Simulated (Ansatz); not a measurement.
# BaIBr (Pnma): band gap by G0W0 on r2SCAN

Aim: the quasiparticle gap of BaIBr (Pnma), starting from r2SCAN.

Program: Ansatz 0.2.0. Level of theory: r2SCAN, then G0W0 on it, plane waves, PAW. Results are calculated unless marked as measured.

### 1. The starting structure

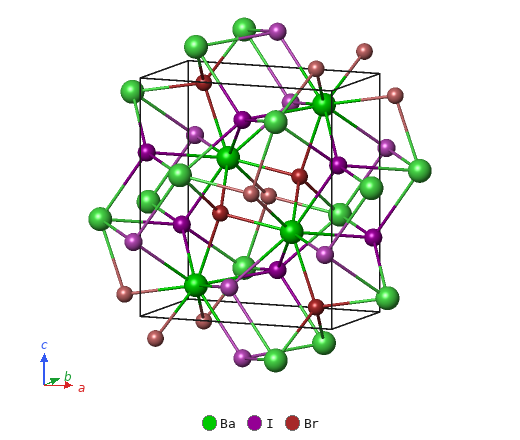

The cell as given, slightly off an axis (barium green, iodine purple, bromine red). Some periodic images of atoms are drawn too.

The cell and positions are those that the Materials Project relaxed with its own functionals (PBE, PBE+U or r2SCAN), kept fixed. Spin-orbit coupling is left out unless a step names it. The default PAW set here is soft_2. Its files were made with PBE.

### 2. Bands along the symmetry lines

Levels along a band path and on the mesh show where this functional puts the band edges.

This step: DFT, r2SCAN, plane waves, PAW.

Contents of input.yaml:

```yaml
crystal:
  lattice:
    - [8.81446039, 0.0, 0.0]
    - [0.0, 5.12429103, 0.0]
    - [0.0, 0.0, 10.19167839]
  atoms:
    - { symbol: Ba, position: [0.72882454, 0.25, 0.37513703] }
    - { symbol: Ba, position: [0.27117546, 0.75, 0.62486297] }
    - { symbol: Ba, position: [0.77117546, 0.75, 0.87513703] }
    - { symbol: Ba, position: [0.22882454, 0.25, 0.12486297] }
    - { symbol: I, position: [0.47161056, 0.25, 0.83177655] }
    - { symbol: I, position: [0.52838944, 0.75, 0.16822345] }
    - { symbol: I, position: [0.02838944, 0.75, 0.33177655] }
    - { symbol: I, position: [0.97161056, 0.25, 0.66822345] }
    - { symbol: Br, position: [0.8564719, 0.25, 0.06668585] }
    - { symbol: Br, position: [0.1435281, 0.75, 0.93331415] }
    - { symbol: Br, position: [0.6435281, 0.75, 0.56668585] }
    - { symbol: Br, position: [0.3564719, 0.25, 0.43331415] }
kpoints:
  mp_grid: { grid: [4, 4, 2] }
  band_path:
    path:
      - [[0.0, 0.0, 0.0], [0.5, 0.0, 0.0], [0.5, 0.5, 0.0], [0.0, 0.5, 0.0], [0.0, 0.0, 0.0], [0.0, 0.0, 0.5], [0.5, 0.0, 0.5], [0.5, 0.5, 0.5], [0.0, 0.5, 0.5], [0.0, 0.0, 0.5]]
      - [[0.5, 0.0, 0.0], [0.5, 0.0, 0.5]]
      - [[0.0, 0.5, 0.0], [0.0, 0.5, 0.5]]
      - [[0.5, 0.5, 0.0], [0.5, 0.5, 0.5]]
    npoints: 6
hamiltonian:
  xc: r2scan
scf:
  occupations: { method: fermi_dirac, width: 0.02 }
  n_extra_bands: 8
output:
  eigenvalues: true
  forces: true
  stress: true
```

Run with:

```
$ ansatz run input.yaml --threads 32 --pin off --max-ram 129024MiB --backend cuda --events-out ev --progress --plain --runs-dir out --devices 1 --max-vram 157GiB
```

Numbers of over 12 decimals in the logs are rounded to 6 here.

The log of the run:

```text
scf.n_extra_bands = 8 over 68 filled bands (N_el = 136.0): the run solves 76 bands
GPUs: using 1 of 1 available (devices: 1).
Engine: ansatz 0.2.0, aarch64-unknown-linux-gnu
Pseudopotentials: kind: paw
Pseudopotential: Ba, paw, valence charge 10, recommended cutoff 500 eV (meta_gga), Ba.paw.azcp
Pseudopotential: I, paw, valence charge 17, recommended cutoff 500 eV (meta_gga), I.paw.azcp
Pseudopotential: Br, paw, valence charge 7, recommended cutoff 500 eV (meta_gga), Br.paw.azcp
Functional definition: r2SCAN
  parameter k0 = 0.174
  parameter k1 = 0.065
  parameter a1 = 4.9479
  exchange = r2scan_x(k0 = k0, k1 = k1, a1 = a1)
  correlation = r2scan_c
device memory: the entry about to start is reckoned to put 17.0 GiB on a device that reports 182.5 GiB free (of which the cap on the GPU budget leaves the run 157.0 GiB)
GPU FFT provider: cuFFT
GPU libraries: cuBLAS 13.8.1, cuFFT 12.4.0, cuSOLVER 12.3.2
GPU matrix products: emulated (plane waves: as basis.precision tells), large ones in fixed point in workspaces of 1.00 GiB
Crystal: 12 atoms, lattice volume = 460.336 Å³
Basis set: ecut = 500 eV, 11719 PW (Γ), exchange–correlation on 288×160×300 points (64 copies of the dense FFT grid, shifted against one another)
Bands: 76, of which v1, the nominal top of the filled ones, is band 68 counted from 1 (67 counted from 0)
Symmetry: 8 space group operations
Space group: Pnma (ITA 62), of the structure as read, at distance tolerance 7.7e-5 Å
k-points: 18 of 32
Non-local potential: Ba, projectors of the file, l = 0: 3, l = 1: 2, l = 2: 2, l = 3: 2
Non-local potential: I, projectors of the file, l = 0: 2, l = 1: 2, l = 2: 2, l = 3: 2
Non-local potential: Br, projectors of the file, l = 0: 2, l = 1: 2, l = 2: 2
PAW form: soft (Blöchl's): semilocal exchange-correlation on the pseudo side does not see the compensation charge
PAW frozen core: Ba, regenerated for the run's functional (the file was generated under x = pbe(κ = 0.804, μ = 0.219515), c = pbe(β = 0.066725))
PAW frozen core: I, regenerated for the run's functional (the file was generated under x = pbe(κ = 0.804, μ = 0.219515), c = pbe(β = 0.066725))
PAW frozen core: Br, regenerated for the run's functional (the file was generated under x = pbe(κ = 0.804, μ = 0.219515), c = pbe(β = 0.066725))
PAW one-centre angular grid: Ba, 302 points (default); XC on 160 Gauss nodes
PAW one-centre angular grid: I, 590 points (default); XC on 160 Gauss nodes
PAW one-centre angular grid: Br, 302 points (default); XC on 160 Gauss nodes
Initial density: superposition of atomic densities (neutral atoms: chi_scale 0, normalization atom), corrected by the library's trained network
Initial wavefunctions: pseudopotential atomic-orbital guess
GPU buffer pool allocated for 216000 grid points (all kernels)
GPU transforms: local potential and band sums: pruned to the plane-wave sphere, on 72×40×75
Functional: x = r2scan, c = r2scan; τ floored in thin density (d = 2e-4 eV/Å³)
SCF iter   1: F=—  HF=-65169.540236 eV  |F-HF|=—  |Δ(HF+E_count)|=         —  Δρ=3.47e-3  dr2=1.04e-1  dr2_τ=2.06e-2  ethr=1.77e-3  ⟨swp⟩=14.1  Hψ=7771  notcnv=0
preconditioner: auto → Resta (q_TF=auto, 2.227 Å⁻¹)  ε∞=3.0  [insulator: Δε(μ)=4.054 eV  Ē_g=11.612 eV  σ=0.020 eV  W_gap=1.00  n_scr=82 (ndim 8)  ℏωp=16.2 eV  f_vac=0.008  D(μ)=0.00/eV (n_scr^D=0)  ε∞_Penn≈3.0]
SCF iter   2: F=—  HF=-65169.670243 eV  |F-HF|=—  |Δ(HF+E_count)|=   1.30e-1  Δρ=1.62e-3  dr2=2.17e-2  dr2_τ=9.69e-4  ethr=7.61e-5  ⟨swp⟩=3.9  Hψ=2739  notcnv=0  defer=55
SCF iter   3: F=—  HF=-65169.666312 eV  |F-HF|=—  |Δ(HF+E_count)|=   3.93e-3  Δρ=3.76e-4  dr2=7.00e-4  dr2_τ=4.19e-5  ethr=1.60e-5  ⟨swp⟩=3.2  Hψ=2361  notcnv=0  defer=55
SCF iter   4: F=—  HF=-65169.666611 eV  |F-HF|=—  |Δ(HF+E_count)|=   2.99e-4  Δρ=9.24e-5  dr2=4.37e-5  dr2_τ=2.12e-6  ethr=5.15e-7  ⟨swp⟩=2.0  Hψ=2177  notcnv=0  defer=55
SCF iter   5: F=—  HF=-65169.666639 eV  |F-HF|=—  |Δ(HF+E_count)|=   2.77e-5  Δρ=2.54e-5  dr2=3.42e-6  dr2_τ=1.38e-7  ethr=3.22e-8  ⟨swp⟩=2.0  Hψ=2537  notcnv=0  defer=55
SCF iter   6: F=—  HF=-65169.666641 eV  |F-HF|=—  |Δ(HF+E_count)|=   2.81e-6  Δρ=4.91e-6  dr2=1.26e-7  dr2_τ=1.80e-8  ethr=2.51e-9  ⟨swp⟩=2.0  Hψ=2177  notcnv=0  defer=55
SCF iter   7: F=-65169.666642 eV  HF=-65169.666642 eV  |F-HF|=3.14e-9  |Δ(HF+E_count)|=   1.20e-7  Δρ=8.58e-7  dr2=4.22e-9  dr2_τ=1.44e-10  ethr=7.35e-11  ⟨swp⟩=13.3  Hψ=6439  notcnv=0
SCF 1 converged in 7 iterations: F = -65169.666642 eV  dr2 = 4.22e-9
  greatest PAW one-centre occupation: 0.999 electrons in one spin orbital (limit 2), on the I atom at site 5 (counted from 0), in its partial waves of l = 2
device memory: the entry about to start is reckoned to put 25.4 GiB on a device that reports 182.5 GiB free (of which the cap on the GPU budget leaves the run 157.0 GiB)
NSCF: frozen V_eff on 76 k-points, pencils in batches of 32, up to order 336
SCF converged after 7 iterations
Free energy (F): -65169.666642 eV
Harris-Foulkes:  -65169.666642 eV  (|F-HF|=3.14e-9)
Internal energy: -65169.666642 eV  (E = F + TS)
E sigma→0 (E₀):  -65169.666642 eV
Fermi energy:    6.734871 eV
--- Per-component energies (eV) ---
  E_band       = -1887.131327
  E_kinetic    = 1964.426062
  E_local      = -10540.532969  (includes V_loc(G=0)·N_el)
  E_nonlocal   = 141.197775
  E_hartree    = 4987.033823
  E_xc         = -2119.952470
  E_vxc        = -1611.826126  (∫ρ·V_xc dr)
  E_paw        = -49444.047115  (= ΣΔE_a)
  E_vpaw       = -1898.466275  (= ΣTr[D̂ρ^β])
  E_aug_tail   = -0.000124  (compensation charges beyond the density's cutoff)
  E_vtau       = 84.003435  (kinetic-family band-sum trace: ∫τ·v_τ [+ j·A + Jᵃ·Aᵃ] dr)
  E_ewald      = -10157.732725
  E_core_change = -0.058899  (= ΣΔE_core)
  E_smearing   = -0.000000  (= −TS)
  E_closure    = 0.000000  (closes the sum)
  Σ components = -65169.666642   (vs F -65169.666642, Δ=0.00e0)
--- Forces (eV/Å), atoms counted from 1 ---
  atom   1  Ba    -0.00803967     0.00000000     0.01520308
  atom   2  Ba     0.00803967    -0.00000000    -0.01520308
  atom   3  Ba     0.00803967    -0.00000000     0.01520308
  atom   4  Ba    -0.00803967     0.00000000    -0.01520308
  atom   5  I      0.00329687    -0.00000000    -0.02223233
  atom   6  I     -0.00329687     0.00000000     0.02223233
  atom   7  I     -0.00329687    -0.00000000    -0.02223233
  atom   8  I      0.00329687     0.00000000     0.02223233
  atom   9  Br     0.00699273    -0.00000000    -0.01725410
  atom  10  Br    -0.00699273     0.00000000     0.01725410
  atom  11  Br    -0.00699273     0.00000000    -0.01725410
  atom  12  Br     0.00699273     0.00000000     0.01725410
  max |Σ_I F_I| component: 1.04e-17 eV/Å
--- Stress (GPa, compression-positive) ---
       -0.261295       0.000000      -0.000000
        0.000000      -0.303538      -0.000000
       -0.000000      -0.000000      -0.313050
  P = ⅓ Tr σ = -0.2926 GPa (-2.926 kbar)
--- Band table (eV; the first three rows and the last of 18) ---
[... rows of the band table ...]
```

Run time: 2.9 s. Hardware: 1 × NVIDIA GB200 with 32 threads of Arm Neoverse V2, shared host; peak memory 1.7 GiB.

The column dr2 measures how far the density is from self-consistency, as an energy; F and HF (Harris–Foulkes) agree once it is small.

This step gave:

- pressure: -0.2926 GPa
- filled bands: 68
- gap: 3.993 eV
- valence top at: Γ
- conduction bottom at: Γ
- least direct gap: 3.993 eV

Over mesh and path the gap is 3.993 eV, direct, at k = Γ.

The electronic bands at the labelled points (eV, zero at the top of the highest nominally filled band):

```tsv
point	band 65	band 66	band 67	band 68	band 69	band 70	band 71	band 72
Γ	-0.32	-0.20	-0.14	0.00	3.99	4.63	4.78	4.88
X	-0.48	-0.48	-0.14	-0.14	4.49	4.49	4.95	4.95
S	-0.42	-0.42	-0.42	-0.42	5.48	5.48	5.48	5.48
Y	-0.55	-0.55	-0.41	-0.41	5.26	5.26	5.38	5.38
Γ	-0.32	-0.20	-0.14	0.00	3.99	4.63	4.78	4.88
Z	-0.42	-0.42	-0.26	-0.26	4.46	4.46	4.75	4.75
U	-0.53	-0.53	-0.24	-0.24	4.82	4.82	4.96	4.96
R	-0.38	-0.38	-0.38	-0.38	5.58	5.58	5.58	5.58
T	-0.61	-0.61	-0.28	-0.28	5.27	5.27	5.41	5.41
Z	-0.42	-0.42	-0.26	-0.26	4.46	4.46	4.75	4.75
jump to X	-0.48	-0.48	-0.14	-0.14	4.49	4.49	4.95	4.95
U	-0.53	-0.53	-0.24	-0.24	4.82	4.82	4.96	4.96
jump to Y	-0.55	-0.55	-0.41	-0.41	5.26	5.26	5.38	5.38
T	-0.61	-0.61	-0.28	-0.28	5.27	5.27	5.41	5.41
jump to S	-0.42	-0.42	-0.42	-0.42	5.48	5.48	5.48	5.48
R	-0.38	-0.38	-0.38	-0.38	5.58	5.58	5.58	5.58
```

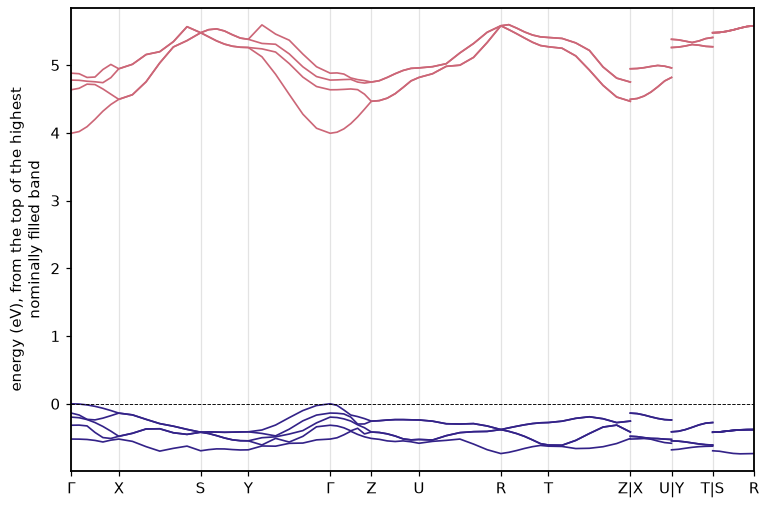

Electronic bands along the path; lines of filled and empty bands in two colours.

### 3. G0W0 on the 2×4×2 mesh

G0W0 replaces the xc potential by a self-energy built once from the orbitals of the start. Levels are corrected in the window of bands that the input names, at points of the mesh.

This step: G0W0 on r2SCAN, plane waves, PAW.

input.yaml, the sections that differ from step 2:

```yaml
kpoints:
  mp_grid: { grid: [2, 4, 2] }
scf:
  occupations: { method: fixed }
gw:
  n_empty_bands: 1374
  ecut_chi: 120.0
  qp_bands: [v2, c2]
  qp_kpoints: band_edges
  screening: { model: contour_deformation }
# crystal, hamiltonian: as in step 2
# output: removed
```

The log of the run:

```text
GPUs: using 1 of 1 available (devices: 1).
[...]
GPU FFT provider: cuFFT
GPU libraries: cuBLAS 13.8.1, cuFFT 12.4.0, cuSOLVER 12.3.2
[...]
Crystal: 12 atoms, lattice volume = 460.336 Å³
Basis set: ecut = 500 eV, 11719 PW (Γ), exchange–correlation on 288×160×300 points (64 copies of the dense FFT grid, shifted against one another)
Bands: 82, of which v1, the nominal top of the filled ones, is band 68 counted from 1 (67 counted from 0)
Symmetry: 8 space group operations
[...]
k-points: 12 of 16
[...]
GPU buffer pool allocated for 216000 grid points (all kernels)
[...]
SCF iter   1: F=—  HF=-65169.539360 eV  |F-HF|=—  |Δ(HF+E_count)|=         —  Δρ=3.48e-3  dr2=1.01e-1  dr2_τ=2.06e-2  ethr=1.77e-3  ⟨swp⟩=8.4  Hψ=4063  notcnv=0  defer=134
[...]
SCF iter   6: F=-65169.665023 eV  HF=-65169.665023 eV  |F-HF|=3.48e-8  |Δ(HF+E_count)|=   1.82e-6  Δρ=3.96e-6  dr2=5.81e-8  dr2_τ=1.15e-8  ethr=7.35e-11  ⟨swp⟩=17.5  Hψ=7176  notcnv=0
SCF 1 converged in 6 iterations: F = -65169.665023 eV  dr2 = 5.81e-8
[...]
NSCF: frozen V_eff on 12 k-points
the band table was solved once the SCF had ended and its energy, with any forces and stress, was formed, with the checks that follow a solve (4415 applications of the Hamiltonian). They found nothing against the state; the energy, forces and stress were not computed again (output.eigenvalues in the input reference)
[...]
G₀W₀ screening: q 1/12
[... further progress lines ...]
SCF converged after 6 iterations
Free energy (F): -65169.665023 eV
[...]
Internal energy: -65169.665023 eV  (E = F + TS)
E sigma→0 (E₀):  -65169.665023 eV
Fermi energy:    4.736177 eV
[...]
--- Band table (eV; the first three rows and the last of 12) ---
[... rows of the band table ...]
--- G₀W₀: contour deformation, 6 samples at zero and on the imaginary axis and 1 off it, 16 q-points, 1374 empty bands' worth ---
  eigenvalues of the whole cell's RPA ε∞ on this k-mesh (on a slab, of 1 + 4πα/V) = 3.3719, 3.3726, 3.3727; static W/v taken at q = 0 is 0.296526
  bands read: the sum over 1442 bands ends inside a degenerate multiplet in 2 slots, whose members it reads at an even weight; the widest, k=10: bands 1441 to 1444 (counted from 1) at 2/4 each
  gw.qp_kpoints: band_edges: 12 of 12 stored k-points solved, in 1 pass; an edge of the gap read off the rows below is read off those points alone
    ik  band        ε_KS         Σx   Σc(E_QP)       V_xc       Z   E_QP_lin       E_QP  E_QP is
     0    67      4.5995   -18.2944     1.7145   -15.4943  0.8045     3.5004     3.5138  root
     0    68      4.7362   -18.0759     1.6460   -15.3440  0.8056     3.6370     3.6503  root
     0    69      8.7285    -5.0762    -3.4543    -8.9750  0.8366     9.1749     9.1731  root
     0    70      9.3709    -5.5688    -3.5947    -9.6491  0.8329     9.8588     9.8565  root
     1    67      4.4807   -18.1844     1.7386   -15.3511  0.8037     3.3722     3.3860  root
     1    68      4.4807   -18.1844     1.7386   -15.3511  0.8037     3.3722     3.3860  root
     1    69      9.2005    -5.4348    -3.5687    -9.4909  0.8326     9.6903     9.6880  root
     1    70      9.2005    -5.4348    -3.5687    -9.4909  0.8326     9.6903     9.6880  root
     2    67      4.3616   -17.7989     1.7211   -14.9671  0.8032     3.2364     3.2510  root
     2    68      4.5312   -17.6585     1.6659   -14.8852  0.8041     3.4094     3.4238  root
     2    69      9.3029    -5.4501    -3.6007    -9.5480  0.8327     9.8025     9.8001  root
     2    70      9.7584    -5.8658    -3.7647   -10.1718  0.8287    10.3027    10.2997  root
     3    67      4.5443   -17.9468     1.6812   -15.1695  0.8044     3.4344     3.4482  root
     3    68      4.5443   -17.9468     1.6812   -15.1695  0.8044     3.4344     3.4482  root
     3    69      9.6624    -5.7065    -3.6987    -9.9295  0.8298    10.1895    10.1867  root
     3    70      9.6624    -5.7065    -3.6987    -9.9295  0.8298    10.1895    10.1867  root
     4    67      4.3222   -17.9444     1.7907   -15.0419  0.8017     3.1956     3.2105  root
     4    68      4.3222   -17.9444     1.7907   -15.0419  0.8017     3.1956     3.2105  root
     4    69      9.9953    -6.1418    -3.7445   -10.4080  0.8288    10.5197    10.5170  root
     4    70      9.9953    -6.1418    -3.7445   -10.4080  0.8288    10.5197    10.5170  root
     5    67      4.4593   -17.6795     1.6813   -14.8920  0.8035     3.3387     3.3531  root
     5    68      4.4593   -17.6795     1.6813   -14.8920  0.8035     3.3387     3.3531  root
     5    69     10.0060    -6.0123    -3.7365   -10.3027  0.8297    10.5629    10.5599  root
     5    70     10.0060    -6.0123    -3.7365   -10.3027  0.8297    10.5629    10.5599  root
     6    67      4.5985   -17.8397     1.6627   -15.0780  0.8045     3.4857     3.4996  root
     6    68      4.5985   -17.8397     1.6627   -15.0780  0.8045     3.4857     3.4996  root
     6    69      9.2302    -5.4341    -3.5636    -9.4774  0.8334     9.7120     9.7099  root
     6    70      9.2302    -5.4341    -3.5636    -9.4774  0.8334     9.7120     9.7099  root
     7    67      4.4971   -17.5604     1.6442   -14.8076  0.8044     3.3742     3.3885  root
     7    68      4.4971   -17.5604     1.6442   -14.8076  0.8044     3.3742     3.3885  root
     7    69      9.5527    -5.8063    -3.6649    -9.9961  0.8298    10.0804    10.0776  root
     7    70      9.5527    -5.8063    -3.6649    -9.9961  0.8298    10.0804    10.0776  root
     8    67      4.4435   -17.7458     1.7052   -14.9299  0.8034     3.3183     3.3328  root
     8    68      4.4435   -17.7458     1.7052   -14.9299  0.8034     3.3183     3.3328  root
     8    69      9.7672    -5.8263    -3.7120   -10.0870  0.8291    10.3189    10.3159  root
     8    70      9.7672    -5.8263    -3.7120   -10.0870  0.8291    10.3189    10.3159  root
     9    67      4.4372   -17.7721     1.7161   -14.9424  0.8031     3.3089     3.3236  root
     9    68      4.4372   -17.7721     1.7161   -14.9424  0.8031     3.3089     3.3236  root
     9    69      9.7338    -5.6924    -3.6504    -9.8601  0.8317    10.2536    10.2510  root
     9    70      9.7338    -5.6924    -3.6504    -9.8601  0.8317    10.2536    10.2510  root
    10    67      4.3158   -17.7820     1.7472   -14.9229  0.8024     3.1891     3.2039  root
    10    68      4.3158   -17.7820     1.7472   -14.9229  0.8024     3.1891     3.2039  root
    10    69     10.2129    -6.2372    -3.8216   -10.6210  0.8266    10.7784    10.7751  root
    10    70     10.2129    -6.2372    -3.8216   -10.6210  0.8266    10.7784    10.7751  root
    11    67      4.3556   -17.7726     1.7329   -14.9308  0.8028     3.2322     3.2467  root
    11    68      4.3556   -17.7726     1.7329   -14.9308  0.8028     3.2322     3.2467  root
    11    69     10.3159    -6.2493    -3.8328   -10.6664  0.8256    10.9039    10.9003  root
    11    70     10.3159    -6.2493    -3.8328   -10.6664  0.8256    10.9039    10.9003  root
```

The job ended after 42 s (1 × NVIDIA GB200 with 32 threads; peak memory 11 GiB; 3.1 min of CPU time).

Numbers from this step:

```
bands summed                                    : 1442
RPA ε∞ on this mesh (eigenvalues)               : 3.372, 3.373, 3.373
plane waves in the screening matrix             : 1361
q-points in the mesh                            : 16
G0W0 gap over the corrected points              : 5.523 eV
k of the valence top                            : 0, 0, 0
k of the conduction bottom                      : 0, 0, 0
starting gap on the mesh                        : 3.992 eV
Z at the valence top                            : 0.8056
Z at the conduction bottom                      : 0.8366
least direct G0W0 gap over the corrected points : 5.523 eV
```

Over all 12 irreducible mesh points the G0W0 gap is 5.523 eV, direct, at k = Γ. The r2SCAN gap of this run on the mesh is 3.992 eV. The two states that bound the G0W0 gap lie that far apart at the start, so the correction of the gap is 5.523 − 3.992 = +1.531 eV. The start of this run differs from the step before in mesh (4×4×2 and 2×4×2).

Labels follow the order of the start: v1 is the top filled band, c1 the lowest empty one; levels that stay degenerate share a row, the window can cut a multiplet, doubted levels are not marked in this list, bands outside the window were not corrected, and the list may be a part of the corrected levels. Levels before and after the correction, in eV, zero at the valence-band top of each column:

```tsv
	conduction bottom	valence top
Kohn-Sham	3.99	0.00
G0W0	5.52	0.00
```

```tsv
	level	occupation	energy (eV)
Kohn-Sham	Γ v2	2	-0.137
Kohn-Sham	Γ v1	2	0.000
Kohn-Sham	Γ c1	0	3.992
Kohn-Sham	Γ c2	0	4.635
G0W0	Γ v2	2	-0.136
G0W0	Γ v1	2	0.000
G0W0	Γ c1	0	5.523
G0W0	Γ c2	0	6.206
```

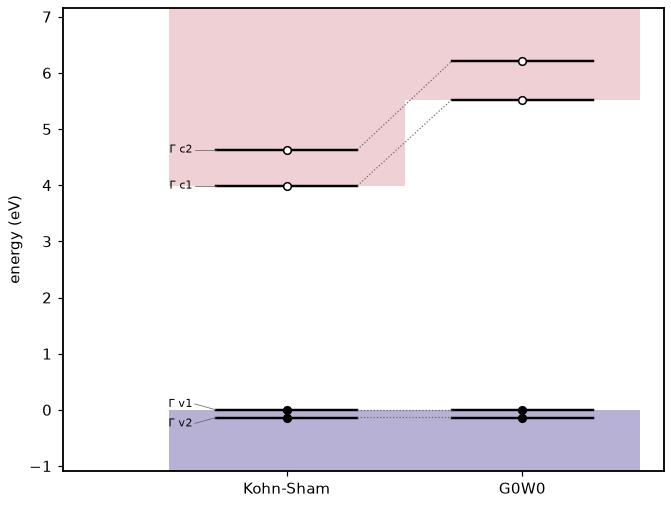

Levels before and after the correction. Shaded: valence and conduction bands. Filled marks are occupied levels, open marks empty ones.

The parts of the quasiparticle energy for the two states that bound the G0W0 gap, in eV on the run's own scale (QP = start + Σx + Σc − Vxc, with Σc at the quasiparticle energy):

```tsv
edge	k	band	start	Σx	Σc	Vxc	Z	QP
valence top	Γ	68	4.736	−18.076	1.646	−15.344	0.806	3.650
conduction bottom	Γ	69	8.729	−5.076	−3.454	−8.975	0.837	9.173
```

(Continued in part 2 of 2.)

[Paths, hosts, dates, memory and timing lines, banners, echoed tables and standing remarks are left out of the program output.]

[Logs are printed without paths, hosts, clocks, repeated set-up lines and the standing remarks that a program may print on its own settings, such as how far it seeks lower states.]

[Runs of the session that timed out or met a known fault of the program may be left out.]

[Cells called generated may have been cut or substituted from an entry of the Crystallography Open Database or the Materials Project.]

[Hosts, paths, dates, database ids (printed as entryN), source tags and the programs' standing remarks are cut or masked in the printed files.]

[Where an RPA ε∞ is given, it is that of the G0W0 mesh and is not shown converged in it. Names of k-points follow the symmetry that the program found, which can be lower than the space group named. Band edges on a path are those of the sampled points; other points can move an edge, and change direct to indirect where valleys lie close.]

[Hybrid gaps are those of their k-mesh and are not shown converged in it.]
